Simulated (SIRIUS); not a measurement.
Input file:

```
{
  "control": {
    "processing_unit": "cpu",
    "std_evp_solver_name": "lapack",
    "gen_evp_solver_name": "lapack",
    "verbosity": 2,
    "print_forces": true,
    "ortho_rf": true,
    "use_second_variation": true,
    "rmt_max": 3.0,
    "num_bands_to_print": 24,
    "save_wf": true
  },
  "parameters": {
    "electronic_structure_method": "full_potential_lapwlo",
    "xc_functionals": ["XC_GGA_X_PBE", "XC_GGA_C_PBE"],
    "core_relativity": "dirac",
    "valence_relativity": "iora",
    "num_fv_states": 43,
    "smearing": "fermi_dirac",
    "smearing_width": 0.0018374661,
    "pw_cutoff": 21,
    "gk_cutoff": 4.0,
    "lmax_apw": 10,
    "lmax_rho": 8,
    "lmax_pot": 8,
    "num_mag_dims": 0,
    "auto_rmt": 0,
    "ngridk": [8, 8, 8],
    "shiftk": [0, 0, 0],
    "num_dft_iter": 80,
    "energy_tol": 1e-07,
    "density_tol": 1e-05,
    "use_symmetry": true
  },
  "settings": {"tol_ne": 1e-10},
  "iterative_solver": {"type": "exact"},
  "mixer": {"type": "anderson", "beta": 0.5, "max_history": 8},
  "unit_cell": {
    "lattice_vectors": [
      [3.6717665377, 2.1198953989, 12.152469849],
      [-3.6717665377, 2.1198953989, 12.152469849],
      [0.0, -4.2397907978, 12.152469849]
    ],
    "atom_types": ["Ga", "P"],
    "atom_files": {"Ga": "Ga.json", "P": "P.json"},
    "atoms": {
      "Ga": [[0.564628, 0.564628, 0.564628], [0.435372, 0.435372, 0.435372]],
      "P": [[0.942611, 0.942611, 0.942611], [0.057389, 0.057389, 0.057389]]
    }
  }
}
```

Launched as:

```sh
OMP_NUM_THREADS=2 sirius.scf --input=sirius_start.json --output=start.json
OMP_NUM_THREADS=2 sirius.scf --input=sirius.json --output=output.json --task=1
```

Below, planes, directions and counts refer to the conventional cell (a = 3.89 Å, b = 3.89 Å, c = 19.29 Å, α = 90.00°, β = 90.00°, γ = 120.00°).

Space group R-3m; a structure from a database of computed crystals, not necessarily the ambient phase.

Computed with Kohn-Sham DFT of a periodic cell, PBE, all-electron FP-LAPW in SIRIUS.

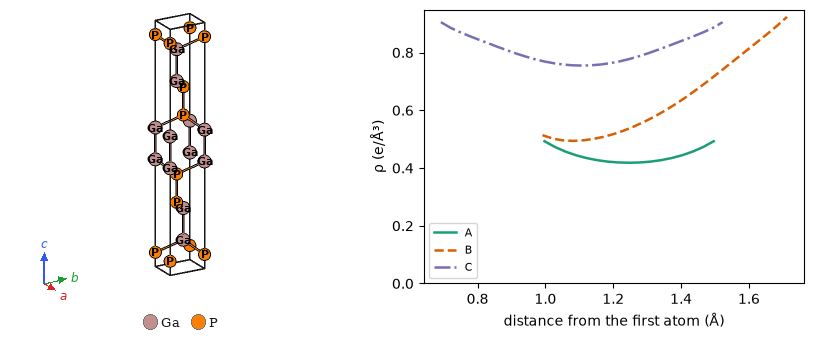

GaP. Electron density along straight lines between neighbouring atoms. The curves leave out the atomic cores. The structure is drawn too.

The calculation treats all electrons.

**Which curve belongs to which contact (Ga–Ga, Ga–P and P–P)? The first atom named is at distance zero.**

Curve A: Ga–Ga (2.49 Å): ρ at the midpoint is about 0.42 e/Å³. Curve B: Ga–P (2.40 Å): the density is about 0.52 e/Å³ at the midpoint. Curve C: P–P (2.21 Å): ρ at the midpoint is about 0.75 e/Å³.
